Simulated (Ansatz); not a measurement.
**Run report: GaS₅, band-structure calculation**

The run: band-structure calculation of GaS₅ (P4mm, 6 atoms in the cell). Method and program: DFT PBE, scalar-relativistic, plane waves, PAW, no spin polarisation (Ansatz 0.2.0).

The structure was made by a generator, so it may or may not be a known phase. Figures and captions count atoms from 1; the log counts them from 0 in places.

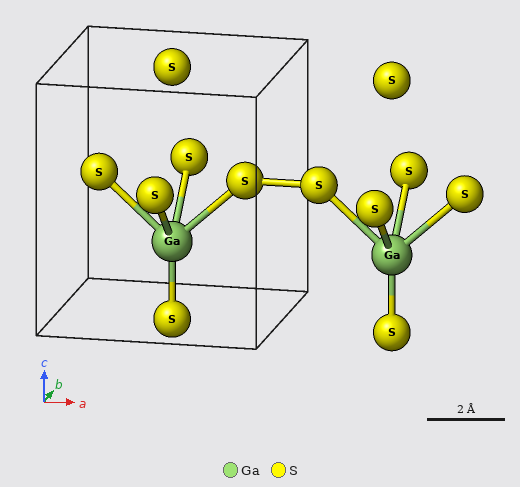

**Figure 1.** The structure as given in the input (ball-and-stick view of the cell of the calculation, repeated 2 × 1 × 1, seen slightly off an axis). An atom can appear more than once, as a periodic image.

Input
```yaml
crystal:
  lattice:
    - [5.8967263635, 0.0, 0.0]
    - [0.0, 5.8967263635, 0.0]
    - [0.0, 0.0, 6.8186905815]
  atoms:
    - { symbol: Ga, position: [0.5, 0.5, 0.2870775083] }
    - { symbol: S, position: [0.1681578583, 0.5, 0.5462870731] }
    - { symbol: S, position: [0.8318421417, 0.5, 0.5462870731] }
    - { symbol: S, position: [0.5, 0.1681578583, 0.5462870731] }
    - { symbol: S, position: [0.5, 0.8318421417, 0.5462870731] }
    - { symbol: S, position: [0.5, 0.5, 0.9794802094] }
basis:
  ecutwfc: 420
kpoints:
  mp_grid: { grid: [6, 6, 6] }
  band_path:
    path:
      - [[0.0, 0.0, 0.0], [0.0, 0.5, 0.0], [0.5, 0.5, 0.0], [0.0, 0.0, 0.0], [0.0, 0.0, 0.5], [0.0, 0.5, 0.5], [0.5, 0.5, 0.5], [0.0, 0.0, 0.5]]
      - [[0.0, 0.5, 0.0], [0.0, 0.5, 0.5]]
      - [[0.5, 0.5, 0.0], [0.5, 0.5, 0.5]]
    npoints: 14
hamiltonian:
  xc: pbe
scf:
  occupations: { method: gaussian, width: 0.1 }
  n_extra_bands: 15
output:
  forces: true
  stress: true
  eigenvalues: true
  populations: true
  dos: { projected: true, de: 0.02, nscf_kmesh: { grid: [8, 8, 8] } }
  bader: true
  write_density: true
  write_potential: true
  elf: true
  volumetric_format: npy
```

Run on 1 thread of Intel Xeon @ 2.50GHz (Skylake/Cascade Lake), 189 GiB of memory available, shared host.

Launch command:
```bash
ansatz run input.yaml --threads 1 --pin off --max-ram 2560MiB --backend cpu --events-out ev --progress --plain --runs-dir out
```

Output
```
scf.n_extra_bands = 15 over 22 filled bands (N_el = 43.0): the run solves 37 bands
Engine: ansatz 0.2.0, x86_64-unknown-linux-gnu
Pseudopotentials: kind: paw
Pseudopotential: Ga, paw, valence charge 13, recommended cutoff 420 eV (normal), Ga.paw.azcp
Pseudopotential: S, paw, valence charge 6, recommended cutoff 420 eV (normal), S.paw.azcp
Functional definition: PBE
  parameter kappa = 0.804
  parameter beta = 0.06672455060314922
  exchange = pbe_x(kappa = kappa, mu = beta*pi^2/3)
  correlation = pbe_c(beta = beta)
Crystal: 6 atoms, lattice volume = 237.095 Å³
Basis set: ecut = 420 eV, 4611 PW (Γ), exchange–correlation on 80×80×96 points (8 copies of the dense FFT grid, shifted against one another)
Bands: 37, of which v1, the nominal top of the filled ones, is band 22 counted from 1 (21 counted from 0)
Symmetry: 8 space group operations
Space group: P4mm (ITA 99), of the structure as read, at distance tolerance 6.2e-5 Å
k-points: 40 of 216 (time reversal used)
Non-local potential: Ga, projectors of the file, l = 0: 2, l = 1: 2, l = 2: 3, l = 3: 1
Non-local potential: S, projectors of the file, l = 0: 2, l = 1: 2, l = 2: 2
PAW form: soft (Blöchl's): semilocal exchange-correlation on the pseudo side does not see the compensation charge
PAW one-centre angular grid: Ga, 590 points (default); XC on 64 Gauss nodes
PAW one-centre angular grid: S, 110 points (default); XC on 64 Gauss nodes
Initial density: superposition of atomic densities (neutral atoms: chi_scale 0, normalization atom), corrected by the library's trained network
Initial wavefunctions: pseudopotential atomic-orbital guess
Functional: x = pbe(κ = 0.804, μ = 0.2195149727645171), c = pbe(β = 0.06672455060314922)
SCF iter   1: F=—  HF=-8291.280385 eV  |F-HF|=—  |Δ(HF+E_count)|=         —  Δρ=4.78e-3  dr2=1.02e-1  ethr=1.77e-3  ⟨swp⟩=6.1  Hψ=7384  notcnv=0  defer=170
preconditioner: auto → LDOS  [metal: Δε(μ)=0.049 eV  Ē_g=13.608 eV  σ=0.100 eV  W_gap=0.27  n_scr=28 (ndim 8)  ℏωp=15.8 eV  f_vac=0.346  D(μ)=3.25/eV (n_scr^D=18)  β→1.0]
SCF iter   2: F=—  HF=-8291.268409 eV  |F-HF|=—  |Δ(HF+E_count)|=   1.20e-2  Δρ=1.86e-3  dr2=1.82e-2  ethr=2.38e-4  ⟨swp⟩=2.9  Hψ=2394  notcnv=0  defer=270
SCF iter   3: F=—  HF=-8291.267867 eV  |F-HF|=—  |Δ(HF+E_count)|=   5.42e-4  Δρ=1.49e-3  dr2=1.20e-2  ethr=4.23e-5  ⟨swp⟩=2.1  Hψ=2124  notcnv=0  defer=270
SCF iter   4: F=—  HF=-8291.264846 eV  |F-HF|=—  |Δ(HF+E_count)|=   3.02e-3  Δρ=3.32e-4  dr2=7.12e-4  ethr=2.78e-5  ⟨swp⟩=2.0  Hψ=1611  notcnv=0  defer=270
SCF iter   5: F=—  HF=-8291.264739 eV  |F-HF|=—  |Δ(HF+E_count)|=   1.07e-4  Δρ=1.12e-4  dr2=3.27e-5  ethr=1.66e-6  ⟨swp⟩=2.2  Hψ=1782  notcnv=0  defer=270
SCF iter   6: F=—  HF=-8291.264843 eV  |F-HF|=—  |Δ(HF+E_count)|=   1.04e-4  Δρ=2.85e-5  dr2=1.47e-6  ethr=7.61e-8  ⟨swp⟩=2.0  Hψ=1998  notcnv=0  defer=270
SCF iter   7: F=—  HF=-8291.264844 eV  |F-HF|=—  |Δ(HF+E_count)|=   1.23e-6  Δρ=1.20e-5  dr2=3.01e-7  ethr=3.42e-9  ⟨swp⟩=2.0  Hψ=1972  notcnv=0  defer=270
SCF iter   8: F=-8291.264844 eV  HF=-8291.264844 eV  |F-HF|=3.50e-8  |Δ(HF+E_count)|=   1.67e-7  Δρ=3.54e-6  dr2=2.14e-8  ethr=2.33e-10  ⟨swp⟩=16.9  Hψ=12114  notcnv=0
SCF 1 converged in 8 iterations: F = -8291.264844 eV  dr2 = 2.14e-8
  greatest PAW one-centre occupation: 0.995 electrons in one spin orbital (limit 2), on the Ga atom at site 0 (counted from 0), in its partial waves of l = 2
```

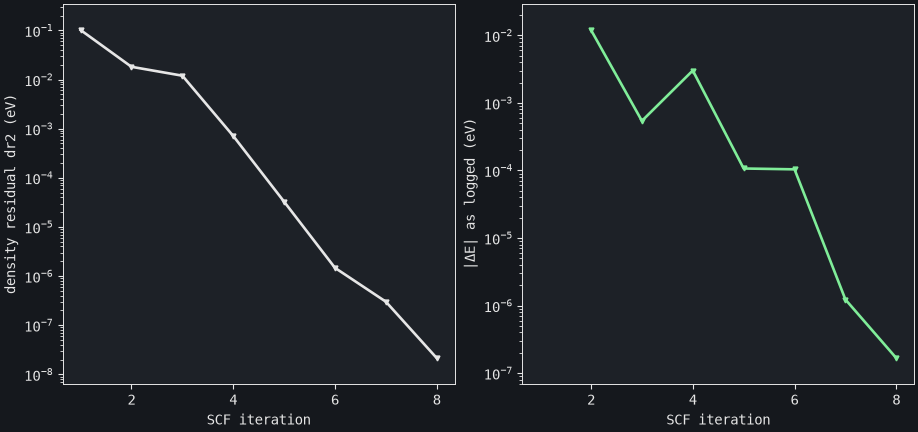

**Figure 2.** Convergence of the self-consistent field: density residual dr2 and size of the energy change against the SCF iteration. The residual falls at every step.

```
NSCF: frozen V_eff on 129 k-points
NSCF: frozen V_eff on 75 k-points
WARN: The output density's exchange-correlation potential varies sharply where the density is thin. Do not read a vacuum level from v_tot or v_xc, or from such a field of the output density. On a cell that repeats whose density bears no net charge and no dipole along the vacuum's axis use v_es (v_loc + v_h of the components); under efield.dipole_correction with no amplitude use v_es + v_field, which holds any external_charges[].barrier, or the levels of the report's work_function block, which leave it out; under a non-zero efield.amplitude the vacuum is tilted and has no level; on a cell that repeats and bears such a dipole with no correction it is tilted too, and efield.dipole_correction with no amplitude gives each side of its ramp a level where efield: is served; in a cell that repeats whose density bears a net charge (total_charge, or a fill off its count) it is curved and has none; of a slab under crystal.periodic whose density bears no net charge use v_es, which has a level on each side, short of where the two are joined; of another it falls or rises all the way out and has none; of a slab beside external_charges read slab_vacuum_level instead, which it has where they leave it neutral. The grid or the basis barely resolves most such structure, and the values can differ between equally converged runs; as a rule a tighter scf.convergence.dr2_threshold does not remove it. Where the density itself ripples (under the LDA too) a higher basis.ecutwfc lessens it. The files hold the spikes' plane waves up to the density's cutoff. Files: v_tot_of_output_density and the like, and their columns of v_z.tsv (output.write_potential); v_xc_of_output_density and the like, and their columns of v_comp_z.tsv (output.write_potential_components). Measured: with its Gaussian average of σ = 0.25 Å subtracted twice, the exchange-correlation potential is over 0.1 eV at 1237 of the grid points where the equally averaged density (valence and model cores) is under 1e-3 e/Å³, and 1.73 eV at the most among them, at an averaged density of 1.4e-4 e/Å³. The input density's (outcome.potential() and, of a run that writes arrays, v_tot and v_xc) is over 0.1 eV, so measured, at 1228 points of its own thin density, 1.81 eV at the most. See output.write_potential in the manual, Limitations
SCF converged after 8 iterations
Free energy (F): -8291.264844 eV
Harris-Foulkes:  -8291.264844 eV  (|F-HF|=3.50e-8)
Internal energy: -8291.246143 eV  (E = F + TS)
E sigma→0 (E₀):  -8291.255494 eV
Entropy (-TS):   -0.018701 eV (-3.117 meV/atom)
Fermi energy:    0.247493 eV
--- Per-component energies (eV) ---
  E_band       = -332.888605
  E_kinetic    = 637.786153
  E_local      = -4666.597393  (includes V_loc(G=0)·N_el)
  E_nonlocal   = 570.574147
  E_hartree    = 2023.462051
  E_xc         = -547.410328
  E_vxc        = -485.157854  (∫ρ·V_xc dr)
  E_paw        = -4990.210001  (= ΣΔE_a)
  E_vpaw       = -436.417475  (= ΣTr[D̂ρ^β])
  E_aug_tail   = -0.000104  (compensation charges beyond the density's cutoff)
  E_ewald      = -1318.850669
  E_smearing   = -0.018701  (= −TS)
  E_closure    = 0.000000  (closes the sum)
  Σ components = -8291.264844   (vs F -8291.264844, Δ=0.00e0)
--- Forces (eV/Å), atoms counted from 1 ---
  atom   1  Ga    -0.00000000    -0.00000000     0.00510788
  atom   2  S     -0.00303646     0.00000000    -0.00193600
  atom   3  S      0.00303646     0.00000000    -0.00193600
  atom   4  S      0.00000000    -0.00303646    -0.00193600
  atom   5  S      0.00000000     0.00303646    -0.00193600
  atom   6  S     -0.00000000     0.00000000     0.00261064
  max |Σ_I F_I| component: 2.55e-5 eV/Å
--- Stress (GPa, compression-positive) ---
        0.010674      -0.000000       0.000000
       -0.000000       0.010674      -0.000000
        0.000000      -0.000000      -0.011288
  P = ⅓ Tr σ = 0.0034 GPa (0.034 kbar)
--- Band table (eV; the first three rows and the last of 40) ---
  k-point 0: bands = ["-15.6578", "-14.7561", "-14.6160", "-14.4088", "-14.4088", "-14.3662", "-14.3076", "-10.7909", "-10.7018", "-10.7018", "-7.8689", "-5.1003", "-3.1452", "-3.1452", "-2.8881", "-2.5335", "-2.3465", "-2.2554", "-1.0329", "-1.0329", "-0.3529", "-0.3529", "1.5653", "2.5513", "3.5308", "3.5308", "3.7433", "6.0129", "6.0129", "6.0425", "6.9112", "6.9495", "8.2394", "8.8104", "8.9221", "8.9221", "9.0121"]
  k-point 1: bands = ["-15.6564", "-14.7561", "-14.6167", "-14.4089", "-14.4089", "-14.3662", "-14.3076", "-10.7961", "-10.7011", "-10.7011", "-7.8985", "-4.9560", "-3.1448", "-3.1448", "-2.8903", "-2.5332", "-2.4884", "-2.2556", "-1.1951", "-1.1951", "-0.1292", "-0.1292", "1.4994", "2.5513", "3.5095", "3.5095", "3.8577", "5.8593", "5.8931", "5.8931", "7.0714", "7.1609", "8.3613", "8.6877", "8.6877", "8.7573", "8.7944"]
  k-point 2: bands = ["-15.6535", "-14.7559", "-14.6181", "-14.4091", "-14.4091", "-14.3662", "-14.3077", "-10.8065", "-10.6998", "-10.6998", "-7.9531", "-4.6153", "-3.1439", "-3.1439", "-2.8947", "-2.8285", "-2.5327", "-2.2562", "-1.3990", "-1.3990", "0.2080", "0.2080", "1.3775", "2.5514", "3.4570", "3.4570", "4.1158", "5.6012", "5.6600", "5.6600", "7.3917", "7.5341", "8.1588", "8.4104", "8.4104", "8.5262", "9.3041"]
  k-point 39: bands = ["-15.1655", "-15.1655", "-14.6343", "-14.3880", "-14.3664", "-14.3206", "-14.3206", "-12.4649", "-10.7995", "-8.9927", "-5.4216", "-5.4216", "-4.8431", "-4.2335", "-3.5483", "-3.5483", "-2.3918", "-1.8517", "-0.2660", "-0.2660", "0.2930", "0.5443", "0.5443", "0.6559", "4.0077", "4.4478", "4.4478", "5.2458", "6.6555", "6.7143", "7.4770", "7.4770", "8.2340", "8.2340", "8.6107", "9.1244", "9.1244"]
--- Löwdin populations: 6 sites ---
  site symbol       q [e]
     0     Ga     12.7685
     1      S      5.8926
     2      S      5.8926
     3      S      5.8926
     4      S      5.8926
     5      S      6.2650
  spilling = 0.009212 (of n_electrons = 43.000000)
--- Bader charges: 6 sites ---
  site symbol  charge [e]  shift [e]
     0     Ga      1.0026     0.0026
     1      S     -0.0977     0.0001
     2      S     -0.0977     0.0001
     3      S     -0.0977     0.0001
     4      S     -0.0977     0.0001
     5      S     -0.6117     0.0030
  estimated error of the sums over rays = 1.3e-4 e
```

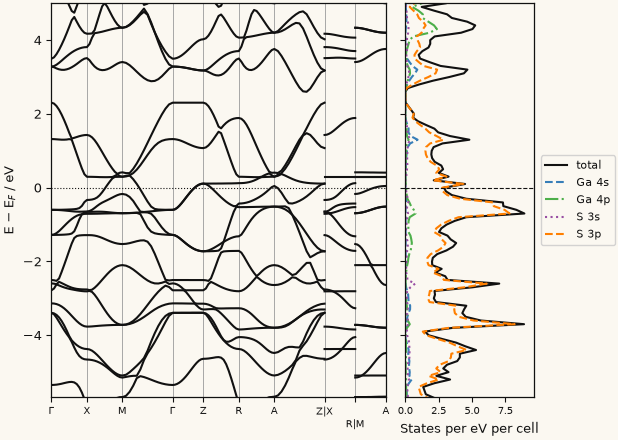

**Figure 3.** Band structure along Γ–X–M–Γ–Z–R–A–Z|X–R|M–A and density of states (projected on Löwdin-orthogonalised atomic shells), with energies from the Fermi level. Bands cross the Fermi level: a metal at this level of theory.

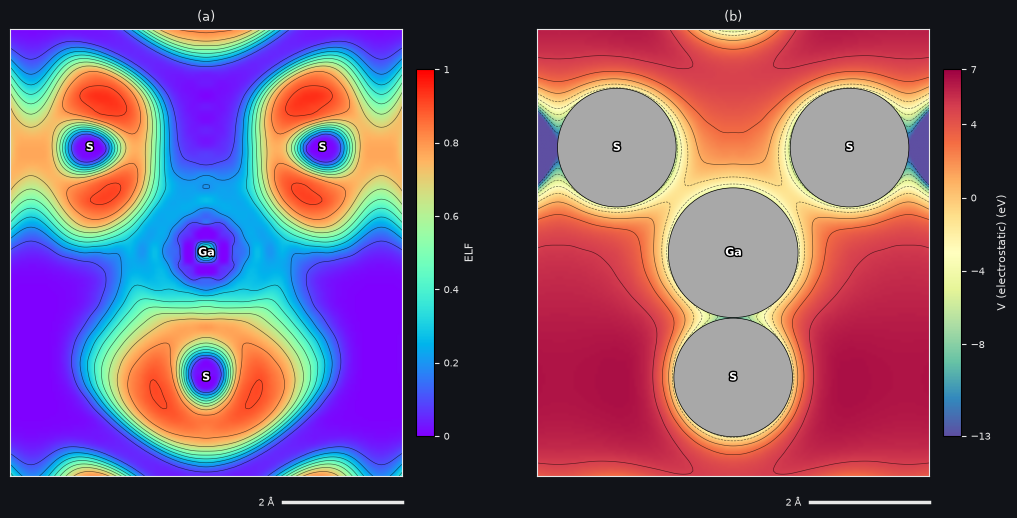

**Figure 4.** (a) ELF; (b) electrostatic potential energy of an electron on the (100) plane of the conventional cell. Grey discs, where drawn, cover atomic cores. The section cuts through Ga and S sites. Ga–S (2.10 Å): the ELF is about 0.60 at the midpoint. The strong features right at Ga lie inside the PAW spheres (semicore, d or f shells) and say nothing about bonding. Outside the cores the potential energy rises away from the atoms and is highest about 2.1 Å from the nearest atoms; outside the discs it spans about 19 eV, and its zero is arbitrary. Core electrons are frozen (PAW), so the fields are smoothed inside the atomic spheres.

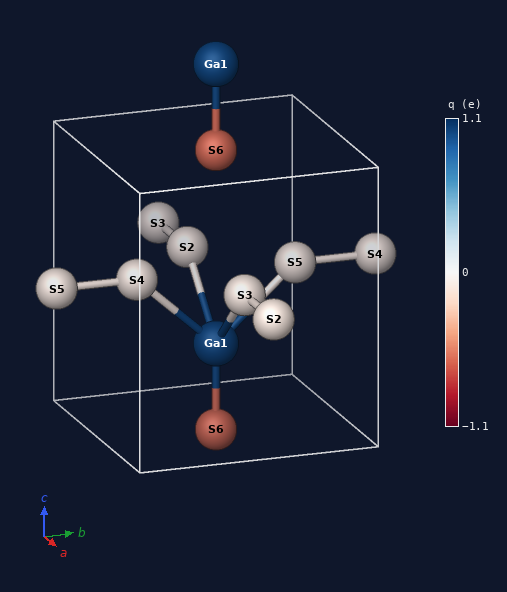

**Figure 5.** Bader charges, as the colour of each atom (ball-and-stick view of the cell of the calculation, seen slightly off an axis; bonded neighbours outside the cell are drawn too; atoms are numbered from 1 in the order of the input). By element: Ga +1.00 and S −0.61 to −0.10 e.

Key numbers

| quantity | value |
| --- | --- |
| outcome | converged |
| space group (tolerance 0.01 Å) | P4mm (99) |
| electrons treated | 43 |
| free energy | −8291.2648 eV |
| Fermi energy | 0.247 eV |
| gap on the k-point mesh | none (metallic) |
| pressure | 0.00 GPa |
| largest force (length of the vector) | 0.005 eV/Å |
| wall time | 5 min |
| peak memory | 0.89 GiB |

Remarks

Warnings of the run: the exchange-correlation potential is rough where the density is thin. The cell holds an odd number of electrons but the run has no spin polarisation, so a band is left half filled.
